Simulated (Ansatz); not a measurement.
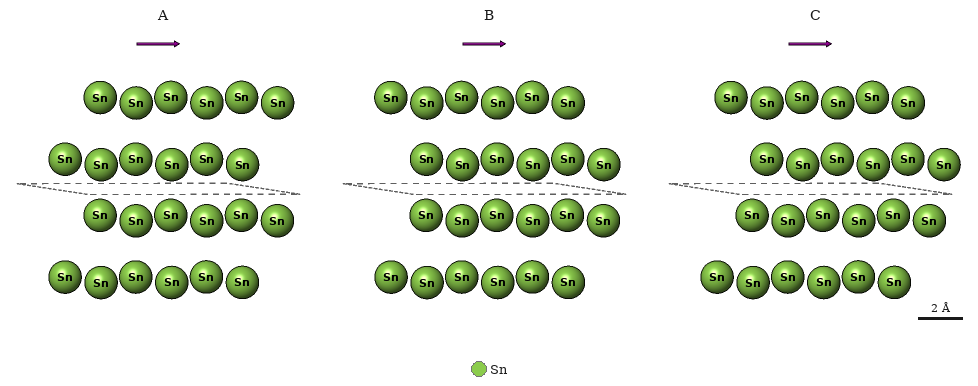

A scan of solid Sn (I4/mmm): the crystal above a cut along the (0 1 1) plane of the conventional cell (between a plane of Sn below and one of Sn above, 2.73 Å apart) is slid rigidly by fractions of an in-plane lattice vector 3.23 Å long (a generalised stacking fault). One cut stands in each cell, which starts 10.9 Å high; nothing is relaxed, and the dashed outline marks the cut, the arrow on top the direction of slip. Style: spheres-only. Shown: the layers on both sides of the cut, from the side, nearly along the cut plane.

Theory: DFT PBEsol, scalar-relativistic, plane waves, PAW in Ansatz 0.2.0. Set-up: plane-wave cutoff 420 eV; k-point mesh 20 × 21 × 6; occupations gaussian; smearing width 0.15 eV; no spin polarisation. Energies (free energies at the smearing named) are counted from the relaxed crystal.

Order these geometries by energy, lowest first.

Lowest first: B (the slip 0.00, 0.0 mJ/m²), C (the slip 0.20, 13.2 mJ/m²), A (the slip 0.50, 51.6 mJ/m²). Over the whole scan: the curve starts and ends at zero, since a full lattice vector restores the crystal. Its highest computed point is 51.6 mJ/m² at slip 0.50, which the unstable stacking-fault energy of this rigid path equals or slightly exceeds. No local minimum shows among the points, so there is no metastable fault on this line. The path is symmetric about half-way. Relaxation across the fault would lower the values.
